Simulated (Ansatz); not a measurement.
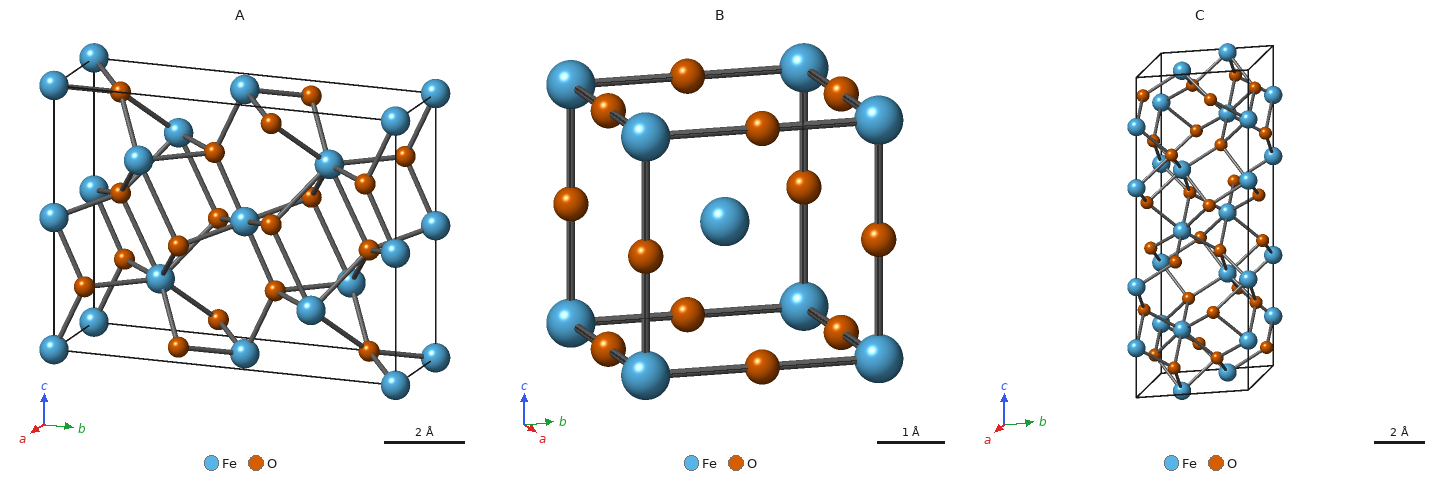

Three structures of Fe$_{2}$O$_{3}$, each relaxed to rest (conventional cells in solid outline, small ones repeated, each panel with its own scale). Method: Ansatz, DFT PBE, scalar-relativistic, plane waves, PAW, with collinear spins.

Question: What are the structures shown?

Answer: A: 20 atoms a cell on a base-centred orthorhombic lattice, Cmcm; B: 5 atoms a cell on a primitive cubic lattice, Pm-3m; C: corundum, R-3c.

Question: Which of these is lowest in energy, and how far above it do the others lie?

Answer: C, then A (+135 meV/atom) and B (+553 meV/atom), energies at zero smearing.

Question: Collect the results in a table.

Answer:
| panel | structure | E − E(lowest) (meV/atom) | volume (Å³/atom) | gap (eV) |
| --- | --- | --- | --- | --- |
| C | R-3c | 0 | 8.8 | metal |
| A | Cmcm | 135 | 8.9 | metal |
| B | Pm-3m | 553 | 10.1 | metal |

Some of these may be structure types tried for this composition rather than known phases, and the most stable form need not be among them. Gaps are taken on the k-mesh or band path of each run.
